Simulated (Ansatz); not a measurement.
System: AlGa₃N₄, space group P-43m (No. 215).

Starting cell:
```yaml
crystal:
  lattice:
    - [4.42697, 0.00000, 0.00000]
    - [0.00000, 4.42697, 0.00000]
    - [0.00000, 0.00000, 4.42697]
  atoms:
    - { symbol: Al, position: [0.00000, 0.00000, 0.00000] }
    - { symbol: Ga, position: [0.50000, 0.50000, 0.00000] }
    - { symbol: Ga, position: [0.50000, 0.00000, 0.50000] }
    - { symbol: Ga, position: [0.00000, 0.50000, 0.50000] }
    - { symbol: N, position: [0.75482, 0.75482, 0.24518] }
    - { symbol: N, position: [0.75482, 0.24518, 0.75482] }
    - { symbol: N, position: [0.24518, 0.75482, 0.75482] }
    - { symbol: N, position: [0.24518, 0.24518, 0.24518] }
```

Computed with Ansatz 0.2.0: elastic stress-strain coefficients at zero temperature from small strains of the given cell, Voigt order xx yy zz yz xz xy, Cartesian axes of the cell vectors; plane waves with PAW datasets, Γ-centred k mesh. Level: LDA, no spin polarisation.

```tsv
setting	value
wave cutoff	420 eV
k mesh	6×6×6
occupations	fixed
ions	relaxed
strain amplitude	0.002
```

Predict the Young's modulus as a function of direction in the xy, xz and yz planes.

Over all directions E runs from 178 to 391 GPa, a ratio of 2.2. E is 178 GPa along x, y and z alike, and 391 GPa along the body diagonal x + y + z. The Hill averages are K = 204 GPa and G = 114 GPa, Poisson's ratio 0.26; K/G = 1.79.

Stiffness matrix C (GPa), Voigt order:
|  | xx | yy | zz | yz | xz | xy |
| --- | --- | --- | --- | --- | --- | --- |
| xx | 291.7 | 160.4 | 160.4 | 0.0 | 0.0 | 0.0 |
| yy | 160.4 | 291.7 | 160.4 | 0.0 | 0.0 | 0.0 |
| zz | 160.4 | 160.4 | 291.7 | 0.0 | 0.0 | 0.0 |
| yz | 0.0 | 0.0 | 0.0 | 165.3 | 0.0 | 0.0 |
| xz | 0.0 | 0.0 | 0.0 | 0.0 | 165.3 | 0.0 |
| xy | 0.0 | 0.0 | 0.0 | 0.0 | 0.0 | 165.3 |

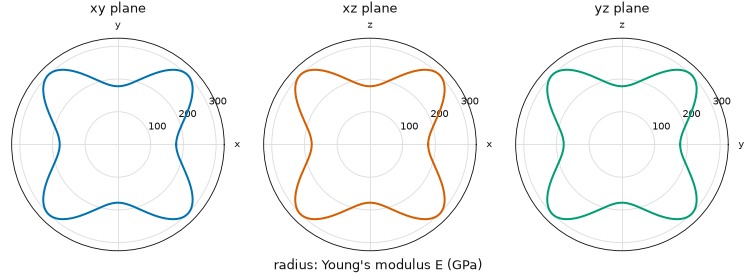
